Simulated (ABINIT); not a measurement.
**GaN (F-43m): how ε∞ follows the gap**

The empty bands of GaN (F-43m) are shifted up rigidly by Δ, and ε∞ is computed for each shift.

Cell: a, b, c = 3.187, 3.187, 3.187 Å (primitive vectors), 2 atoms.

Method: ABINIT 10.8.3, LDA, independent particles, k-mesh 13×13×13, Lorentzian half width 0.04 eV.

Launch of the response step: `optic optic.abi`. The series took 91 s in all, its band step included, on 4 threads of AMD EPYC (Zen 3) (shared host).

| Δ (eV) | ε∞ |
| --- | --- |
| 0.00 | 6.078 |
| 0.40 | 5.779 |
| 0.80 | 5.522 |
| 1.20 | 5.297 |
| 1.60 | 5.097 |
| 2.00 | ? |

With one effective transition at E₀ and fixed dipole strength, ε∞ − 1 = A/(E₀ + Δ), so 1/(ε∞ − 1) is linear in Δ.

Working, on the rows shown:

| x = Δ (eV) | y = 1/(ε∞ − 1) |
| --- | --- |
| 0 | 0.196928 |
| 0.4 | 0.209249 |
| 0.8 | 0.221141 |
| 1.2 | 0.232721 |
| 1.6 | 0.244081 |

Means: x̄ = 0.8, ȳ = 0.22082. Σ(x − x̄)(y − ȳ) = 0.04711, Σ(x − x̄)² = 1.6. Slope = 0.04711 / 1.6 = 0.02944; intercept = ȳ − slope · x̄ = 0.19727. Turned back into ε∞, the line misses the rows shown by at most 0.0088.

Problem. Predict the last column of the withheld row from the fit.

Solution. At x = 2 the line gives y = 0.25616, that is 4.904. The run gave 4.918, so the extrapolation is off by 0.014, 1.2 % of the range in the table.

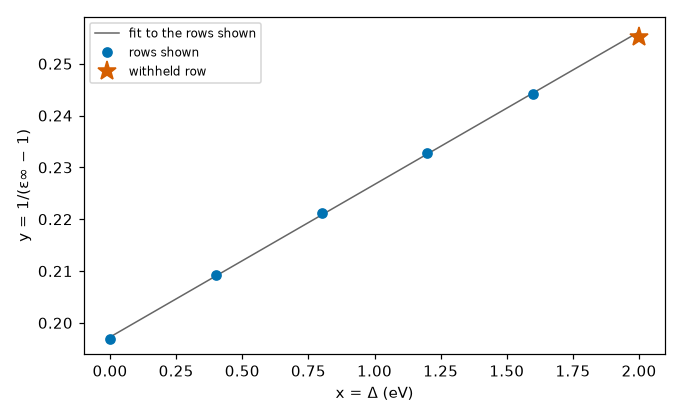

Refitted with all rows, the slope is 0.02911 and the intercept 0.19744. These give E₀ = intercept/slope = 6.8 eV, far above the least direct gap of 1.77 eV: most of the screening comes from transitions well over the edge. Over the first step ε∞ falls by 12 % per eV. Excitons are left out and so are local fields; LDA gaps are as a rule too small. The values come from a sum over the points of one k-mesh and carry its error, which grows as the direct gap shrinks. Spin-orbit coupling is left out.
